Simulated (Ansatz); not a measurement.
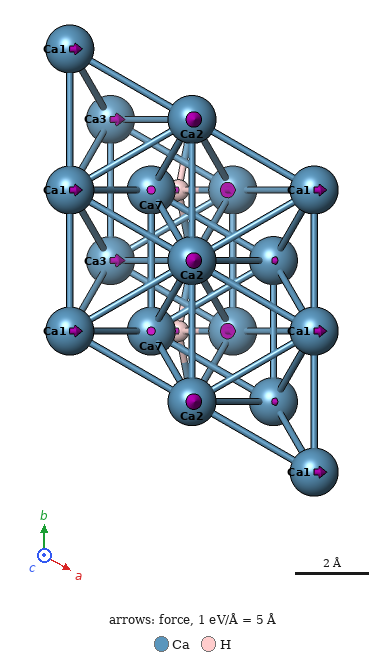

Starting geometry of solid Ca$_{8}$H (set up in Pm) (coarse preliminary run) with the computed forces as purple arrows. Style: ball-and-stick. Shown: the cell of the calculation, repeated 1 × 2 × 1 with one cell outlined, along the c axis.

Case: 1 H put on empty site 3 of 2 host cells, relaxed.

Method: Ansatz, DFT PBE, scalar-relativistic, plane waves, PAW.

The input:
```yaml
crystal:
  lattice:
    - [7.8044206567, -1.0e-10, 0.0]
    - [-1.9511051641, 3.3794132753, 0.0]
    - [0.0, 0.0, 12.8085390245]
  atoms:
    - { symbol: Ca, position: [0.0, 0.0, 0.0] }
    - { symbol: Ca, position: [0.5, 0.0, 0.0] }
    - { symbol: Ca, position: [0.1666666667, 0.6666666667, 0.25] }
    - { symbol: Ca, position: [0.6666666667, 0.6666666667, 0.25] }
    - { symbol: Ca, position: [0.0, 0.0, 0.5] }
    - { symbol: Ca, position: [0.5, 0.0, 0.5] }
    - { symbol: Ca, position: [0.3333333333, 0.3333333333, 0.75] }
    - { symbol: Ca, position: [0.8333333333, 0.3333333333, 0.75] }
    - { symbol: H, position: [0.4444444444, 0.4444444444, 0.1041666667] }
basis:
  ecutwfc: 420
kpoints:
  mp_grid: { grid: [6, 6, 2] }
hamiltonian:
  xc: pbe
scf:
  occupations: { method: gaussian, width: 0.1 }
output:
  forces: true
  stress: true
  eigenvalues: true
relax:
  adjacent_minimum: "off"
  f_tol: 0.0325
  max_steps: 70
  cell: { stress_tol: 0.24 }
```

Run as
```bash
ansatz run input.yaml --threads 2 --pin off --max-ram 5120MiB --backend cpu --events-out ev --progress --plain --runs-dir out
```

Question: Is this structure relaxed? If not, where do the atoms go?

Answer: It isn't relaxed: the largest force vector, on Ca2, is 0.21 eV/Å. The final displacements follow the starting forces only in part (cosine between the two patterns 0.63). After 5 accepted moves (6 points after the start) the energy has fallen by 15.9 meV per atom. Largest force component: 0.21 eV/Å at the start, 0.0083 eV/Å at the end. The pressure goes from −0.25 to 0.00 GPa. The SCF was repeated once at an unchanged geometry on a basis and grid sized afresh for the cell, which shifted the energy by 0.1 meV per atom at most. The largest move relative to the cell is that of H9, 0.69 Å roughly along [−1 −1 0]. Largest moves by element: H 0.69 Å, Ca 0.15 Å. The drawn cell changes as follows: a 7.804 → 7.720 Å (−1.1 %), b 3.902 → 3.879 Å (−0.6 %), c 12.809 → 12.684 Å (−1.0 %), β 90.0° → 90.7°, γ 120.0° → 120.2°; the volume changes by −2.8 %. Near-neighbour distances that change, for instance: Ca1–H9 3.287 → 2.622 Å, Ca3–H9 3.289 → 2.722 Å, Ca2–H9 2.393 → 2.660 Å, Ca4–H9 2.397 → 2.653 Å. The space group stays Pm (No. 6).
